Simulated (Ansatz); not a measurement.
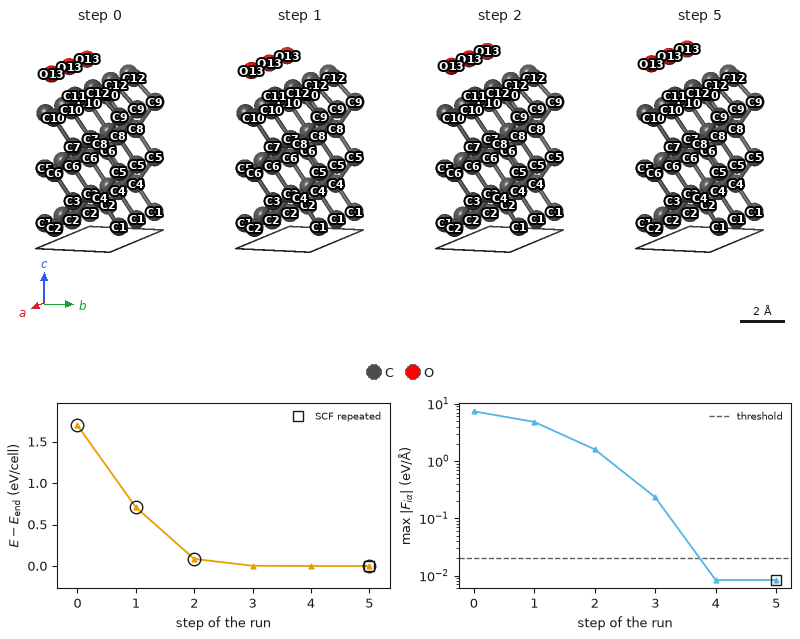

Frames of a constrained relaxation of a slab of composition C12O (cut from the Fd-3m phase), marked on the history of the run. Style: ball-and-stick. Shown: the 3 × 1 repeat of the cell, outlined in the plane, without the vacuum, slightly off an axis.

Case: O over the place (1/4, 2/4) of the surface cell, its height relaxed. The slab is the (1 1 0) face of C with O on it. 12 atoms are held fixed.

Method: Ansatz, DFT PBEsol, scalar-relativistic, plane waves, PAW. Set-up: plane-wave cutoff 420 eV; k-point mesh 11 × 8 × 1; occupations gaussian; smearing width 0.05 eV; collinear spin; dipole correction; atoms relaxed in a fixed cell; force threshold 0.02 eV/Å; at most 25 steps.

Q: What happens along the run?

A: Over 4 accepted moves (5 points after the start) the energy falls by 1.697 eV per cell of the calculation. The largest force component goes from 7.4 to 0.0084 eV/Å. 1 step only repeated the SCF at the same geometry. O13 moves most: 0.47 Å along the normal (+c). C stays in place. The cell stays as it was. Among the contacts that change: C9–O13 1.827 → 2.274 Å, C10–O13 1.973 → 2.393 Å, C12–O13 1.428 → 1.697 Å. Among the angles between lasting bonds that change: C9–C12–O13 78.1° → 91.4°, C11–C12–O13 138.8° → 129.3°. The program noted that the starting moments weren't kept. Cost: 5.7 min on 2 threads of Arm Neoverse V2, with other jobs on the host, peak memory 0.89 GiB. From step 0 to 1: O13 moves most (0.16 Å), energy −0.988 eV per cell of the calculation. From step 1 to 2: O13 moves most (0.20 Å), energy −0.624 eV per cell of the calculation. From step 2 to 5: O13 moves most (0.11 Å), energy −85.4 meV per cell of the calculation.

| step | E − E(0), meV/atom | largest force component, eV/Å | note |
| --- | --- | --- | --- |
| 0 | 0.00 | 7.3790 |  |
| 1 | -76.00 | 4.8196 |  |
| 2 | -123.98 | 1.5985 |  |
| 3 | -130.38 | 0.2331 |  |
| 4 | -130.55 | 0.0084 |  |
| 5 | -130.55 | 0.0084 | same geometry, SCF repeated |

Limits of the set-up: the periodic images lie only 2.5 Å apart, so the values are limited by the cell's size.
